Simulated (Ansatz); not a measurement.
MoP: several calculations on one system

Part 1: Relaxation

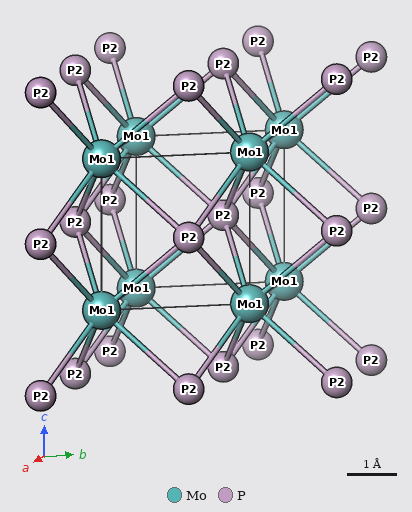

Starting structure of a crystal of MoP (set up in P-6m2). A ball-and-stick model of the cell of the calculation, seen slightly off an axis.

All numbers below come from Ansatz 0.2.0, DFT PBEsol, scalar-relativistic, plane waves, PAW.

The input:
```yaml
crystal:
  lattice:
    - [3.2230000535, 0.0, 0.0]
    - [-1.6115000268, 2.7911999227, 0.0]
    - [0.0, 0.0, 3.191]
  atoms:
    - { symbol: Mo, position: [0.0, 0.0, 0.0] }
    - { symbol: P, position: [0.3333333333, 0.6666666667, 0.5] }
basis:
  ecutwfc: 420
kpoints:
  mp_grid: { grid: [18, 18, 14] }
hamiltonian:
  xc: pbesol
scf:
  occupations: { method: gaussian, width: 0.1 }
output:
  forces: true
  stress: true
  eigenvalues: true
  write_density: true
  write_potential: true
  elf: true
  volumetric_format: npy
relax:
  adjacent_minimum: "off"
  f_tol: 0.005
  max_steps: 80
  cell: { stress_tol: 0.05 }
```

Run as
```bash
ansatz run input.yaml --threads 2 --pin off --max-ram 5120MiB --backend cpu --events-out ev --progress --plain --runs-dir out
```

### Predict the outcome.

Over 3 accepted moves (4 points after the start) the energy falls by 5.3 meV per cell of the calculation. All forces vanish by symmetry, so only the cell relaxes. Pressure: −3.70 GPa at the start and −0.01 GPa at the end. At 1 point the geometry stayed and the basis and grid were re-selected for the new cell (energy shift of 0.1 meV per cell of the calculation at most each time). No atom moves by more than 0.005 Å relative to the cell. The drawn cell changes as follows: a = b 3.223 → 3.206 Å (−0.5 %), c 3.191 → 3.174 Å (−0.5 %); the volume changes by −1.6 %. Near-neighbour distances that change, for instance: Mo1–P2 2.451 → 2.438 Å. The space group stays P-6m2 (No. 187). The run took 26 s on 2 threads of Arm Neoverse V2, on a shared host, peak memory 0.45 GiB.

Part 2: Relaxation

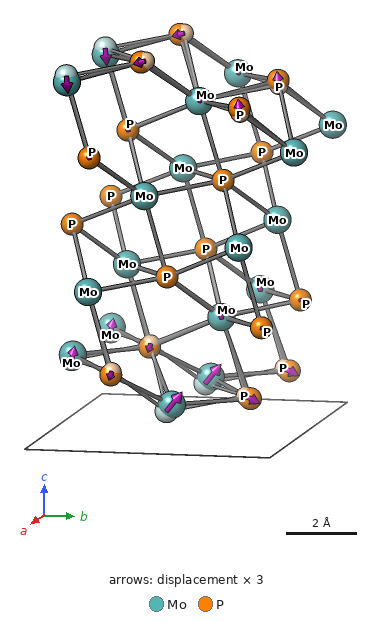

This is a relaxation of a slab of composition MoP (cut from the P-6m2 phase). The starting structure is drawn faded, the final one solid; purple arrows show the displacements, magnified 3 times.

The picture is a ball-and-stick view of the 2 × 1 repeat of the cell, outlined in the plane, without the vacuum (origin shifted), seen slightly off an axis.

Case: (2 0 1) slab, atoms relaxed. The slab is the (2 0 1) face of MoP.

Method: Ansatz, DFT PBEsol, scalar-relativistic, plane waves, PAW. Settings: plane-wave cutoff 420 eV; k-point mesh 11 × 5 × 1; occupations gaussian; smearing width 0.1 eV; no spin polarisation; dipole correction; atoms relaxed in a fixed cell; force threshold 0.02 eV/Å; at most 60 steps.

Atoms of which element are displaced furthest, and by how much?

Answer. Molybdenum: up to 0.27 Å, against 0.17 Å for phosphorus.

What did the optimiser do to the structure, and how much energy did it gain?

Answer. The atom that moves furthest relative to the layer's centre is a Mo atom (0.27 Å at 38° to the normal (+c side)). By element the largest moves are Mo 0.27 Å, P 0.17 Å. The cell stays as it was. Some distances before and after: Mo–Mo 3.206 → 2.940 Å, Mo–Mo 3.206 → 3.065 Å, Mo–P 2.438 → 2.297 Å, Mo–Mo 3.174 → 3.077 Å. Among the angles between lasting bonds that change: P–Mo–P 135.4° → 150.1°, Mo–P–Mo 135.4° → 149.4°, Mo–P–Mo 82.2° → 73.1°. Over 5 geometry steps the energy falls by 0.796 eV per cell of the calculation. Largest force component: 2.2 eV/Å at the start, 0.0039 eV/Å at the end.

Part 3: A change

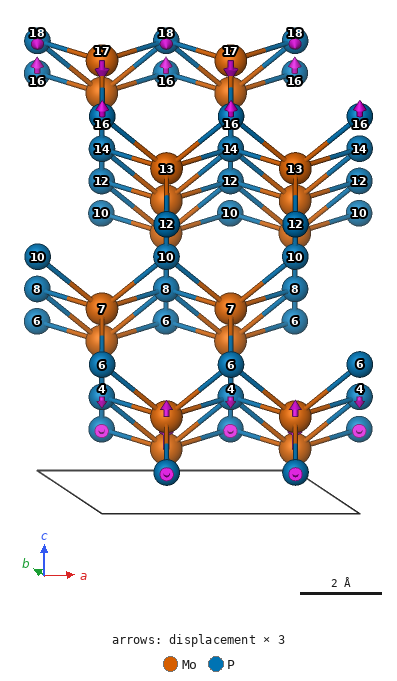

A (2 0 1) slab of MoP as cut from the relaxed bulk. The purple arrows show how the atoms are displaced, magnified 3 times. Style: ball-and-stick. Shown: the 2 × 1 repeat of the cell, outlined in the plane, without the vacuum, slightly off an axis.

The calculation used Ansatz 0.2.0, DFT PBEsol, scalar-relativistic, plane waves, PAW. Settings: plane-wave cutoff 420 eV; occupations gaussian; smearing width 0.1 eV; no spin polarisation. The k-mesh is chosen for each cell (11×5×26, 11×5×1).

### Describe the change and its computed effect.

The atoms of the slab are relaxed at the bulk's in-plane cell. The surface energy (mean of the two faces) falls from 2.72 to 2.43 J/m². The top spacing, between the MoP and MoP planes, goes from 1.27 to 1.10 Å (−13.5 %), the bottom one (MoP to MoP) from 1.27 to 1.22 Å (−4.1 %). The top plane rumples by 0.35 Å. The lattice vectors keep their values. The atom that moves furthest relative to the layer's centre is a Mo atom (0.27 Å at 38° to the normal (+c side)). By element the largest moves are Mo 0.27 Å, P 0.17 Å. Among the bonded contacts that change: Mo–P 2.438 → 2.297 to 2.531 Å.
